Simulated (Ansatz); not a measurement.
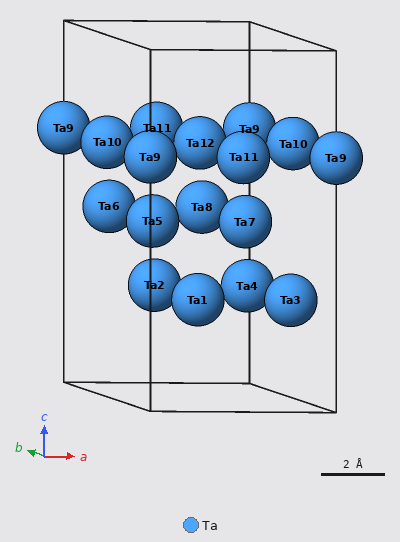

The input geometry (spheres-only view of the cell of the calculation, with the vacuum cut short, seen slightly off an axis; atoms are numbered from 1 in the order of the input). An atom can appear more than once, as a periodic image.

Single-point calculation, with input and output: Ta

- system: Ta (slab, 12 atoms in the cell)
- method: DFT PBE, scalar-relativistic, plane waves, PAW, PAW set soft_1, no spin polarisation (Ansatz 0.2.0)

The structure derives from an entry of the Crystallography Open Database. Figures and captions count atoms from 1; the log counts them from 0 in places.

## Log
```
Engine: ansatz 0.2.0, aarch64-unknown-linux-gnu
Pseudopotentials: kind: paw
Pseudopotential: Ta, paw, valence charge 13, recommended cutoff 420 eV (normal), [file]
Functional definition: PBE
  parameter kappa = 0.804
  parameter beta = 0.06672455060314922
  exchange = pbe_x(kappa = kappa, mu = beta*pi^2/3)
  correlation = pbe_c(beta = beta)
Crystal: 12 atoms, lattice volume = 627.308 Å³
Basis set: ecut = 420 eV, 12187 PW (Γ), exchange–correlation on 80×80×288 points (8 copies of the dense FFT grid, shifted against one another)
Bands: 94, of which v1, the nominal top of the filled ones, is band 78 counted from 1 (77 counted from 0)
Symmetry: 24 space group operations
Space group: P3m1 (ITA 156), of the structure as read, at distance tolerance 8.6e-5 Å
k-points: 7 of 36 (time reversal used)
Non-local potential: Ta, projectors of the file, l = 0: 3, l = 1: 2, l = 2: 2, l = 3: 1
PAW form: soft (Blöchl's): semilocal exchange-correlation on the pseudo side does not see the compensation charge
PAW one-centre angular grid: Ta, 590 points (default); XC on 64 Gauss nodes
Initial density: superposition of atomic densities (neutral atoms: chi_scale 0, normalization atom)
Initial wavefunctions: pseudopotential atomic-orbital guess
Functional: x = pbe(κ = 0.804, μ = 0.2195149727645171), c = pbe(β = 0.06672455060314922)
SCF iter   1: F=—  HF=-119193.685993 eV  |F-HF|=—  |Δ(HF+E_count)|=         —  Δρ=3.72e-2  dr2=7.50e1  ethr=3.10e-3  p=-0.000 e·Å  D=-2.86e-7 V/Å  ΔV_dip=0.00 eV  dr2_dipole=1.70e-5  V_vac-E_F(+/−)=6.87/6.87 eV  ⟨swp⟩=8.9  Hψ=3081  notcnv=0
efield: sawtooth ramp at fractional position 0.7953 (placed from the atoms, in the widest stretch of the axis that holds none; the zero of the levels goes with the place), width 0.0400; the density the first Hamiltonian is built on has a dipole p = -0.000 e·Å; the dipole correction subtracts the counter field D = -2.86e-7 V/Å, which shifts the + side's vacuum level by +0.00 eV against the − side's; the planar-averaged density in the ramp window peaks in size at 5.2e-6 e/Å³
preconditioner: auto → LDOS  [metal: Δε(μ)=0.041 eV  Ē_g=3.556 eV  σ=0.100 eV  W_gap=0.23  n_scr=96 (ndim 8)  ℏωp=11.5 eV  f_vac=0.538  D(μ)=17.78/eV (n_scr^D=122)  β→1.0]
SCF iter   2: F=—  HF=-119188.221614 eV  |F-HF|=—  |Δ(HF+E_count)|=    5.46e0  Δρ=2.30e-2  dr2=2.33e1  ethr=3.10e-3  p=-0.001 e·Å  D=-2.34e-4 V/Å  ΔV_dip=0.00 eV  dr2_dipole=1.39e-3  V_vac-E_F(+/−)=3.87/3.87 eV  ⟨swp⟩=4.1  Hψ=1559  notcnv=0  defer=26
SCF iter   3: F=—  HF=-119186.901766 eV  |F-HF|=—  |Δ(HF+E_count)|=    1.32e0  Δρ=5.70e-3  dr2=6.15e-1  ethr=3.10e-3  p=0.001 e·Å  D=3.58e-4 V/Å  ΔV_dip=-0.01 eV  dr2_dipole=1.54e-4  V_vac-E_F(+/−)=5.03/5.04 eV  ⟨swp⟩=3.4  Hψ=1309  notcnv=0  defer=33
SCF iter   4: F=—  HF=-119186.863569 eV  |F-HF|=—  |Δ(HF+E_count)|=   3.82e-2  Δρ=1.95e-3  dr2=5.03e-2  ethr=3.94e-4  p=0.000 e·Å  D=1.04e-4 V/Å  ΔV_dip=-0.00 eV  dr2_dipole=7.48e-5  V_vac-E_F(+/−)=4.76/4.76 eV  ⟨swp⟩=3.0  Hψ=1339  notcnv=0  defer=33
SCF iter   5: F=—  HF=-119186.860568 eV  |F-HF|=—  |Δ(HF+E_count)|=   3.00e-3  Δρ=5.63e-4  dr2=1.56e-3  ethr=3.22e-5  p=0.000 e·Å  D=1.23e-4 V/Å  ΔV_dip=-0.00 eV  dr2_dipole=1.48e-5  V_vac-E_F(+/−)=4.71/4.71 eV  ⟨swp⟩=2.6  Hψ=1011  notcnv=0  defer=33
SCF iter   6: F=—  HF=-119186.861471 eV  |F-HF|=—  |Δ(HF+E_count)|=   9.03e-4  Δρ=1.69e-4  dr2=3.02e-4  ethr=9.99e-7  p=-0.000 e·Å  D=-4.34e-6 V/Å  ΔV_dip=0.00 eV  dr2_dipole=3.92e-6  V_vac-E_F(+/−)=4.69/4.69 eV  ⟨swp⟩=2.4  Hψ=988  notcnv=0  defer=33
SCF iter   7: F=—  HF=-119186.861518 eV  |F-HF|=—  |Δ(HF+E_count)|=   4.75e-5  Δρ=4.67e-5  dr2=3.10e-5  ethr=1.94e-7  p=0.000 e·Å  D=1.65e-5 V/Å  ΔV_dip=-0.00 eV  dr2_dipole=7.27e-7  V_vac-E_F(+/−)=4.67/4.67 eV  ⟨swp⟩=2.0  Hψ=829  notcnv=0  defer=33
SCF iter   8: F=—  HF=-119186.862033 eV  |F-HF|=—  |Δ(HF+E_count)|=   5.14e-4  Δρ=1.78e-5  dr2=6.23e-6  ethr=1.99e-8  p=-0.000 e·Å  D=-2.52e-5 V/Å  ΔV_dip=0.00 eV  dr2_dipole=4.86e-8  V_vac-E_F(+/−)=4.67/4.67 eV  ⟨swp⟩=3.7  Hψ=1386  notcnv=0  defer=33
SCF iter   9: F=—  HF=-119186.862033 eV  |F-HF|=—  |Δ(HF+E_count)|=   4.23e-7  Δρ=7.15e-6  dr2=6.49e-7  ethr=3.99e-9  p=-0.000 e·Å  D=-1.35e-5 V/Å  ΔV_dip=0.00 eV  dr2_dipole=2.49e-8  V_vac-E_F(+/−)=4.66/4.66 eV  ⟨swp⟩=2.1  Hψ=965  notcnv=0  defer=33
SCF iter  10: F=-119186.862034 eV  HF=-119186.862034 eV  |F-HF|=4.50e-8  |Δ(HF+E_count)|=   3.65e-7  Δρ=1.82e-6  dr2=2.40e-8  ethr=6.41e-11  p=-0.000 e·Å  D=-1.87e-5 V/Å  ΔV_dip=0.00 eV  dr2_dipole=3.31e-11  V_vac-E_F(+/−)=4.66/4.66 eV  ⟨swp⟩=20.1  Hψ=3537  notcnv=0
SCF 1 converged in 10 iterations: F = -119186.862034 eV  dr2 = 2.40e-8
  greatest PAW one-centre occupation: 0.999 electrons in one spin orbital (limit 2), on the Ta atom at site 7 (counted from 0), in its partial waves of l = 0
```

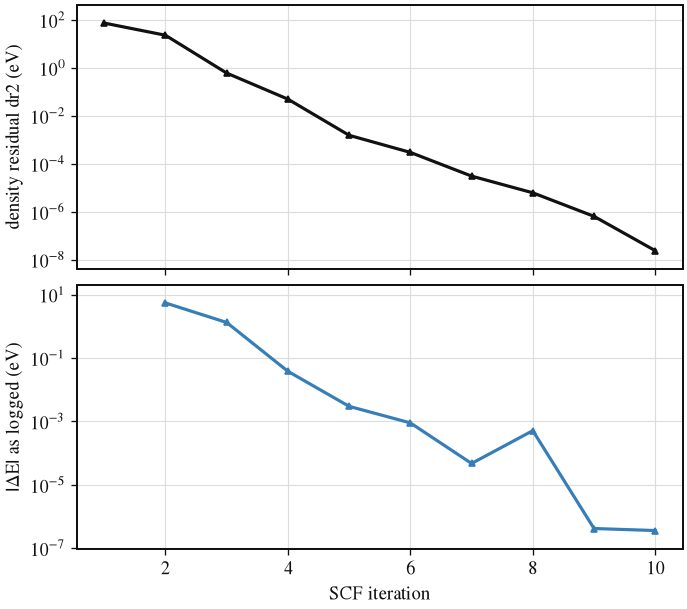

Convergence of the self-consistent field: density residual dr2 and size of the energy change against the SCF iteration. The residual falls at every step.

```
SCF converged after 10 iterations
Free energy (F): -119186.862034 eV
Harris-Foulkes:  -119186.862034 eV  (|F-HF|=4.50e-8)
Internal energy: -119186.757024 eV  (E = F + TS)
E sigma→0 (E₀):  -119186.809529 eV
Entropy (-TS):   -0.105010 eV (-8.751 meV/atom)
Fermi energy:    3.643820 eV
Dipole field:    D = -0.000023 V/Å  (p = -0.000080 e·Å, saw-weighted, corrected)
Work function:   Φ+ = 4.6643 eV   Φ− = 4.6639 eV
Levels:          The Fermi level and band energies are counted from a zero that moves with the ramp; work functions are not
--- Per-component energies (eV) ---
  E_band       = -3649.644303
  E_kinetic    = 4682.626653
  E_local      = -110982.172045  (includes V_loc(G=0)·N_el)
  E_nonlocal   = -132.531701
  E_hartree    = 53396.035103
  E_xc         = -3834.284442
  E_vxc        = -2775.816092  (∫ρ·V_xc dr)
  E_paw        = -99653.082467  (= ΣΔE_a)
  E_vpaw       = -1233.837351  (= ΣTr[D̂ρ^β])
  E_aug_tail   = 0.001102  (compensation charges beyond the density's cutoff)
  E_efield     = 0.000000  (sawtooth field / dipole correction)
  E_vefield    = -0.000000  (∫n·V_field dr)
  E_ewald      = 37336.650772
  E_smearing   = -0.105010  (= −TS)
  E_closure    = 0.000000  (closes the sum)
  Σ components = -119186.862034   (vs F -119186.862034, Δ=0.00e0)
--- Forces (eV/Å), atoms counted from 1 ---
  atom   1  Ta     0.00000000    -0.00000000     0.00812721
  atom   2  Ta    -0.00000000    -0.00000000     0.00812721
  atom   3  Ta    -0.00000000    -0.00000000     0.00812721
  atom   4  Ta    -0.00000000    -0.00000000     0.00812721
  atom   5  Ta     0.00000000     0.00000000     0.00328743
  atom   6  Ta     0.00000000     0.00000000     0.00328743
  atom   7  Ta     0.00000000     0.00000000     0.00328743
  atom   8  Ta     0.00000000     0.00000000     0.00328743
  atom   9  Ta     0.00000000     0.00000000    -0.01141755
  atom  10  Ta     0.00000000     0.00000000    -0.01141755
  atom  11  Ta     0.00000000     0.00000000    -0.01141755
  atom  12  Ta    -0.00000000     0.00000000    -0.01141755
  max |Σ_I F_I| component: 1.16e-5 eV/Å
--- Band table (eV; the first three rows and the last of 7) ---
  k-point 0: bands = ["-64.1567", "-64.1406", "-64.0855", "-64.0855", "-64.0855", "-64.0834", "-64.0834", "-64.0834", "-64.0664", "-64.0225", "-64.0225", "-64.0225", "-31.0727", "-31.0727", "-31.0727", "-31.0581", "-31.0061", "-31.0061", "-31.0061", "-30.9287", "-30.9287", "-30.9287", "-30.7378", "-30.6260", "-30.6260", "-30.6260", "-30.5588", "-30.5588", "-30.5588", "-30.4437", "-30.4437", "-30.4437", "-30.3527", "-30.3527", "-30.3527", "-30.3497", "-30.3497", "-30.3497", "-30.2853", "-30.2632", "-30.2632", "-30.2632", "-30.2258", "-30.2258", "-30.1692", "-30.1692", "-30.1189", "-30.1189", "-3.8994", "-2.2462", "-1.2060", "-0.5367", "-0.5367", "-0.5367", "-0.3413", "-0.3413", "-0.3413", "0.4097", "0.4097", "0.4097", "0.6209", "0.6209", "0.6209", "1.8940", "1.8940", "1.8940", "2.9959", "3.2463", "3.2463", "3.2463", "3.4007", "3.6582", "3.7203", "3.7203", "3.7203", "3.9398", "3.9398", "4.2037", "4.2461", "4.2461", "4.2658", "4.2658", "4.2658", "4.4860", "4.4860", "4.6739", "4.6739", "4.6739", "5.3902", "5.3902", "5.3902", "6.0510", "6.0510", "6.0510"]
  k-point 1: bands = ["-64.1521", "-64.1368", "-64.0905", "-64.0872", "-64.0855", "-64.0855", "-64.0834", "-64.0834", "-64.0634", "-64.0253", "-64.0225", "-64.0225", "-31.0458", "-31.0458", "-31.0415", "-31.0270", "-30.9825", "-30.9825", "-30.9745", "-30.9019", "-30.9019", "-30.8800", "-30.7369", "-30.6614", "-30.6444", "-30.6444", "-30.5462", "-30.5462", "-30.5406", "-30.4642", "-30.4642", "-30.4299", "-30.4083", "-30.4083", "-30.3384", "-30.3378", "-30.3242", "-30.3242", "-30.3127", "-30.2919", "-30.2919", "-30.2729", "-30.2532", "-30.2415", "-30.2005", "-30.1815", "-30.1696", "-30.1279", "-3.6596", "-2.0062", "-0.9508", "-0.6668", "-0.3808", "-0.3808", "-0.2849", "-0.1593", "-0.1593", "0.4811", "0.6445", "0.6445", "0.7674", "0.7769", "0.7769", "1.9308", "1.9308", "1.9559", "2.8787", "3.1986", "3.2539", "3.2539", "3.2573", "3.4693", "3.4693", "3.5426", "3.6001", "3.6901", "4.1162", "4.1391", "4.1391", "4.1523", "4.1997", "4.3354", "4.3418", "4.3680", "4.3943", "4.4151", "4.4151", "4.7112", "4.8536", "5.0451", "5.0451", "5.7514", "5.7514", "6.0701"]
  k-point 2: bands = ["-64.1394", "-64.1264", "-64.1039", "-64.0978", "-64.0856", "-64.0856", "-64.0834", "-64.0834", "-64.0551", "-64.0330", "-64.0225", "-64.0225", "-30.9958", "-30.9783", "-30.9783", "-30.9282", "-30.9282", "-30.9212", "-30.9069", "-30.8365", "-30.8365", "-30.7461", "-30.7428", "-30.6911", "-30.6911", "-30.6877", "-30.5243", "-30.5243", "-30.5122", "-30.5007", "-30.5007", "-30.4858", "-30.4858", "-30.4334", "-30.3917", "-30.3889", "-30.3710", "-30.3710", "-30.3091", "-30.3091", "-30.3064", "-30.3058", "-30.3052", "-30.2833", "-30.2400", "-30.2260", "-30.2150", "-30.1534", "-2.9917", "-1.3618", "-1.1779", "-0.2665", "-0.2396", "-0.0079", "-0.0079", "0.2859", "0.2859", "0.6332", "1.1389", "1.1389", "1.1743", "1.3348", "1.3348", "1.9999", "1.9999", "2.1090", "2.4580", "2.7034", "2.7034", "2.7363", "2.9518", "3.0178", "3.4652", "3.4809", "3.4809", "3.5826", "3.5826", "3.5973", "3.6747", "3.7820", "3.9068", "3.9125", "3.9125", "4.1416", "4.3163", "4.3163", "4.5178", "4.5459", "4.7083", "4.7570", "5.3674", "5.4471", "5.4471", "6.0387"]
  k-point 6: bands = ["-64.1129", "-64.1129", "-64.1129", "-64.1049", "-64.1049", "-64.1049", "-64.0762", "-64.0762", "-64.0384", "-64.0384", "-64.0384", "-64.0174", "-30.9088", "-30.9088", "-30.9088", "-30.8590", "-30.8589", "-30.8427", "-30.8152", "-30.8152", "-30.8152", "-30.7047", "-30.6839", "-30.6838", "-30.6453", "-30.6453", "-30.6453", "-30.6176", "-30.6176", "-30.6176", "-30.4908", "-30.4908", "-30.4908", "-30.4840", "-30.4838", "-30.3765", "-30.3765", "-30.3765", "-30.3459", "-30.3080", "-30.3080", "-30.3080", "-30.3023", "-30.3023", "-30.3023", "-30.2402", "-30.2402", "-30.2402", "-1.5051", "-1.5051", "-1.5051", "-0.1110", "-0.1110", "-0.1110", "1.1135", "1.1812", "1.1824", "1.1873", "1.1873", "1.1873", "1.8395", "1.8395", "1.8395", "1.8622", "1.8629", "2.1076", "2.1076", "2.1076", "2.1698", "2.1698", "2.1698", "2.8730", "2.8730", "2.8730", "2.9059", "2.9059", "2.9059", "3.0535", "3.4198", "3.4199", "3.4630", "3.5599", "4.3057", "4.3057", "4.3057", "4.6969", "4.6969", "4.6969", "5.0457", "5.0457", "5.0457", "5.5112", "5.5112", "5.5112"]
```

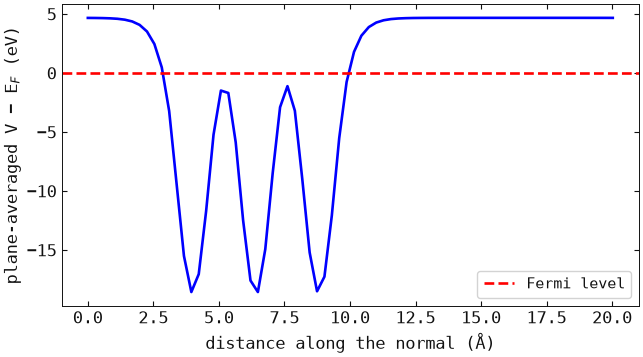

Plane average of the electrostatic potential energy of an electron across the cell, from the Fermi level. The vacuum level lies 4.66 eV above the Fermi level.

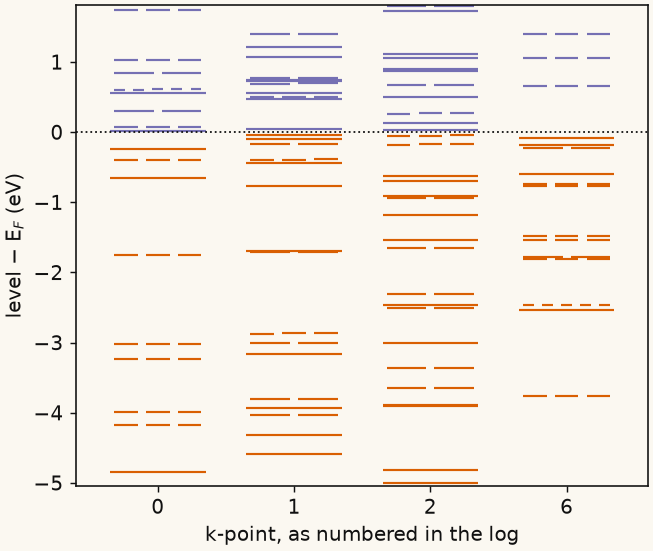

Kohn–Sham levels near the Fermi level (dotted) at the few k-points that the log prints; levels within 0.02 eV of each other stand side by side. The system is metallic on the full mesh.

The run was set up as follows.

## Input file
```yaml
crystal:
  lattice:
    - [5.9723607034, 0.0, 0.0]
    - [-2.9861803517, 5.1722160897, 0.0]
    - [0.0, 0.0, 20.3075821353]
  atoms:
    - { symbol: Ta, position: [0.3333333333, 0.1666666667, 0.1969707656] }
    - { symbol: Ta, position: [0.3333333333, 0.6666666667, 0.1969707656] }
    - { symbol: Ta, position: [0.8333333333, 0.1666666667, 0.1969707656] }
    - { symbol: Ta, position: [0.8333333333, 0.6666666667, 0.1969707656] }
    - { symbol: Ta, position: [0.1666666667, 0.3333333333, 0.3153261448] }
    - { symbol: Ta, position: [0.1666666667, 0.8333333333, 0.3153261448] }
    - { symbol: Ta, position: [0.6666666667, 0.3333333333, 0.3153261448] }
    - { symbol: Ta, position: [0.6666666667, 0.8333333333, 0.3153261448] }
    - { symbol: Ta, position: [0.0, 0.0, 0.433709049] }
    - { symbol: Ta, position: [0.0, 0.5, 0.433709049] }
    - { symbol: Ta, position: [0.5, 0.0, 0.433709049] }
    - { symbol: Ta, position: [0.5, 0.5, 0.433709049] }
basis:
  ecutwfc: 420
kpoints:
  mp_grid: { grid: [6, 6, 1] }
hamiltonian:
  xc: pbe
  pseudopotentials: { kind: paw, azcp: { folder: soft_1 } }
scf:
  occupations: { method: gaussian, width: 0.1 }
output:
  forces: true
  eigenvalues: true
efield:
  axis: 3
  dipole_correction: true
  ramp_width: 0.04
```

Command:
```bash
ansatz run input.yaml --threads 4 --pin off --max-ram 12288MiB --backend cpu --events-out ev --progress --plain --runs-dir out
```

## Key numbers

| quantity | value |
| --- | --- |
| outcome | converged |
| electrons treated | 156 |
| free energy | −119186.8620 eV |
| work function, top face | 4.66 eV |
| work function, bottom face | 4.66 eV |
| Fermi energy | 3.644 eV |
| gap on the k-point mesh | none (metallic) |
| work function (upper face) | 4.66 eV |
| largest force (length of the vector) | 0.011 eV/Å |
| hardware | 4 threads of Arm Neoverse V2, 24 GiB of memory available, shared host |
| wall time | 8.4 s (CPU time 33 s) |
| peak memory | 1.3 GiB |

## Notes

Spin–orbit coupling is left out, which matters for Ta.
